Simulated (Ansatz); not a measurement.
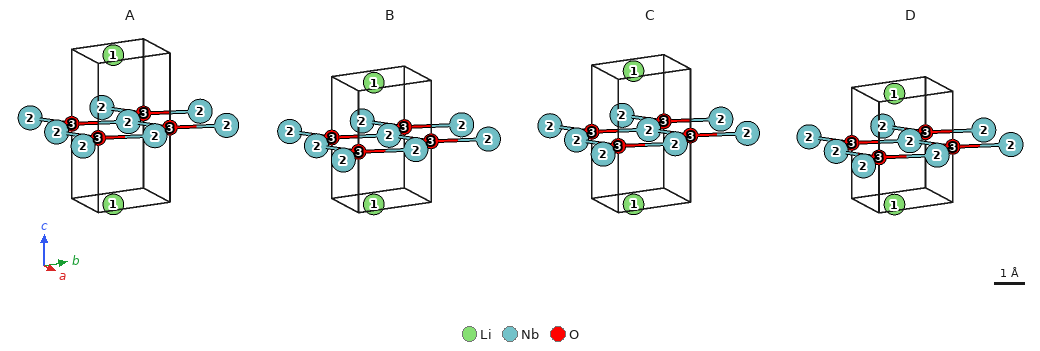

4 geometries from one relaxation of a crystal of LiNbO (a generated structure, set up in P-6m2), in shuffled order. A ball-and-stick model of the cell of the calculation, seen slightly off an axis.

Method: DFT PBE, scalar-relativistic, plane waves, PAW (Ansatz). (plane-wave cutoff 420 eV; k-point mesh 18 × 18 × 12; occupations gaussian; smearing width 0.1 eV; no spin polarisation; cell and atoms relaxed; force threshold 0.01 eV/Å; at most 80 steps)

**Put them in the order of the run, from the start to the converged end.**

D, B, C, A. They are steps 0, 2, 6, 17, at +0.480 eV per cell of the calculation, +0.263 eV per cell of the calculation, +0.165 eV per cell of the calculation relative to the last. No atom moves by more than 0.005 Å relative to the cell. The volume changes by +27.2 %, with a = b 3.523 → 3.427 Å (−2.7 %), c 3.781 → 5.084 Å (+34.5 %). Among the contacts that change: Li1–Nb2 2.777 → 3.222 Å, Nb2–O3 2.034 → 1.979 Å. The space group stays P-6m2 (No. 187). After 13 accepted moves (17 points after the start) the energy has fallen by 0.480 eV per cell of the calculation. All forces vanish by symmetry, so only the cell relaxes. The pressure goes from 3.52 to 0.00 GPa. At 4 points the geometry stayed and the basis and grid were re-selected for the new cell (energy shift of 88.0 meV per cell of the calculation at most each time). Cost: 7.1 min on 1 thread of Intel(R) Xeon(R) Platinum 8259CL CPU @ 2.50GHz (Skylake/Cascade Lake) (shared host), peak memory 0.6 GiB.
